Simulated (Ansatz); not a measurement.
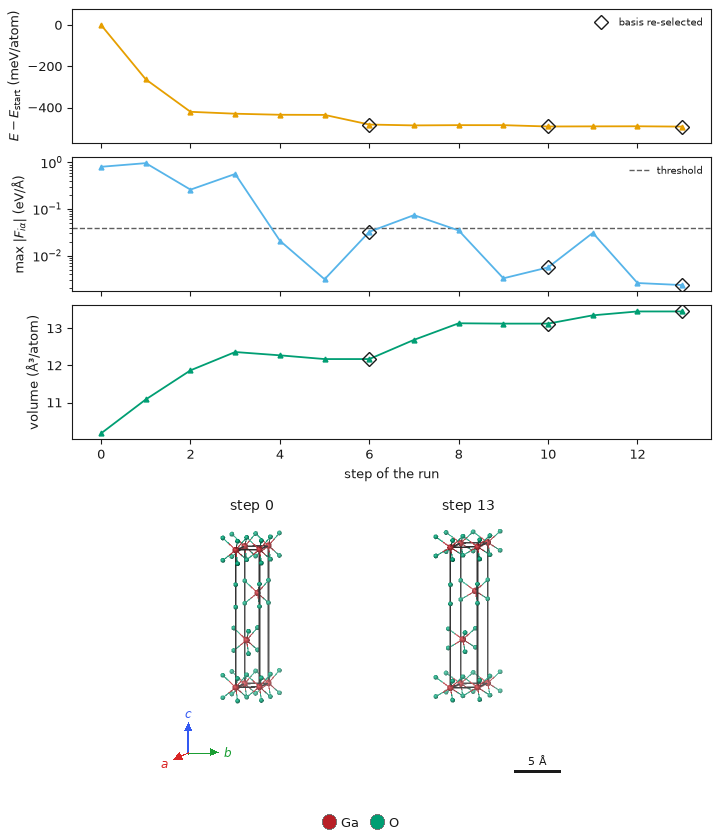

First and last geometry of a relaxation of a crystal of GaO₂ (built on the 3R molybdenite_160 type) (coarse preliminary run), with the history of the run. A ball-and-stick model of the conventional cell (3 times the calculation's cell), seen slightly off an axis. Lengths and directions refer to the drawn axes.

Case: 3R molybdenite type (R3m, No. 160).

The calculation used DFT PBE, scalar-relativistic, plane waves, PAW (Ansatz). (plane-wave cutoff 420 eV; k-point mesh 6 × 6 × 6; occupations gaussian; smearing width 0.1 eV; collinear spin; cell and atoms relaxed; force threshold 0.04 eV/Å; at most 70 steps)

Question: What do the curves and the structures tell?

Answer: It converged. The largest moves relative to the cell, 0.21 Å, are those of O atoms. Ga stays in place. The volume changes by +32.3 %, with a = b 2.630 → 2.991 Å (+13.7 %), c 15.275 → 15.627 Å (+2.3 %). Among the contacts that change: Ga–O 1.966 → 2.029 Å. Among the angles between lasting bonds that change: O–Ga–O 78.9° → 63.3°, O–Ga–O 84.0° → 95.0°, Ga–O–Ga 84.0° → 95.0°. The space group stays R3m (No. 160). The energy falls by 493 meV per atom in 10 accepted moves (13 points after the start). The largest force component goes from 0.81 to 0.0023 eV/Å. The pressure goes from 26.96 to 0.04 GPa. At 3 points the geometry stayed and the basis and grid were re-selected for the new cell (energy shift of 46.7 meV per atom at most each time). Cost: 90 s on 1 thread of Arm Neoverse V1, with other jobs on the host, peak memory 0.33 GiB.
